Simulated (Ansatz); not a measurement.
Consider InP (slab).

Input

```
crystal:
  lattice:
    - [4.2144047926, 0.0, 0.0]
    - [0.0, 4.2144047926, 0.0]
    - [0.0, 0.0, 29.362766475]
  atoms:
    - { symbol: P, position: [-0.2481417987, 0.5, 0.2691351178] }
    - { symbol: In, position: [0.2519594947, 0.5, 0.318055852] }
    - { symbol: P, position: [0.2520547554, 0.0, 0.3714252508] }
    - { symbol: In, position: [-0.247826291, 0.0, 0.4202738553] }
    - { symbol: P, position: [-0.2473514856, 0.5, 0.4728298207] }
    - { symbol: In, position: [0.2525461082, 0.5, 0.524285141] }
basis:
  ecutwfc: 420
kpoints:
  mp_grid: { grid: [8, 8, 1] }
hamiltonian:
  xc: pbe
scf:
  occupations: { method: gaussian, width: 0.1 }
output:
  forces: true
  stress: true
  eigenvalues: true
  write_density: true
  write_potential: true
  elf: true
  volumetric_format: npy
efield:
  axis: 3
  dipole_correction: true
  ramp_width: 0.04
```

Launched as:

```sh
ansatz run input.yaml --threads 4 --pin off --max-ram 10240MiB --backend cpu --events-out ev --progress --plain --runs-dir out
```

Theory: DFT PBE, scalar-relativistic, plane waves, PAW (Ansatz).

### What will maps of the valence pseudo-density and electron localisation function show?

In–P (2.61 Å): the density is about 0.39 e/Å³ at the midpoint; the ELF peaks at about 0.90 in the valence shell of P, 0.9 Å from its nucleus, and is about 0.50 at the midpoint.

### Metal or insulator at this level of theory?

It is gapless in this calculation (a metal or semimetal).

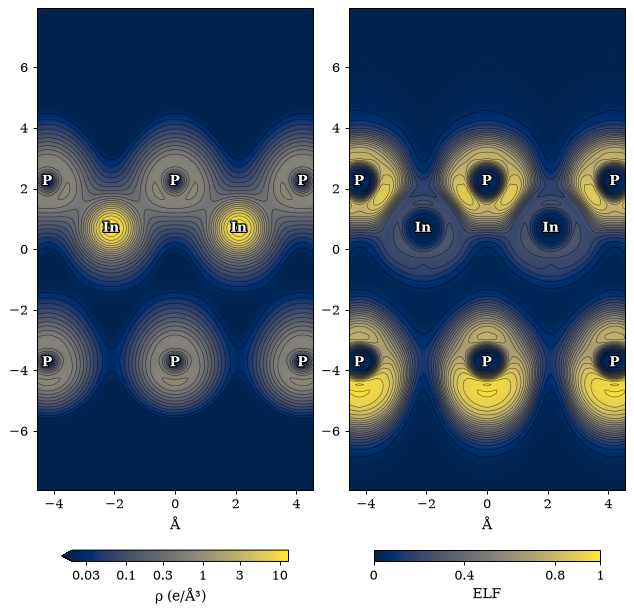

Computed valence pseudo-density and electron localisation function on the (100) plane of the calculation cell, a cut from vacuum to vacuum, in this order. 

In a PAW calculation such maps are meaningful between the atoms, not at the nuclei.
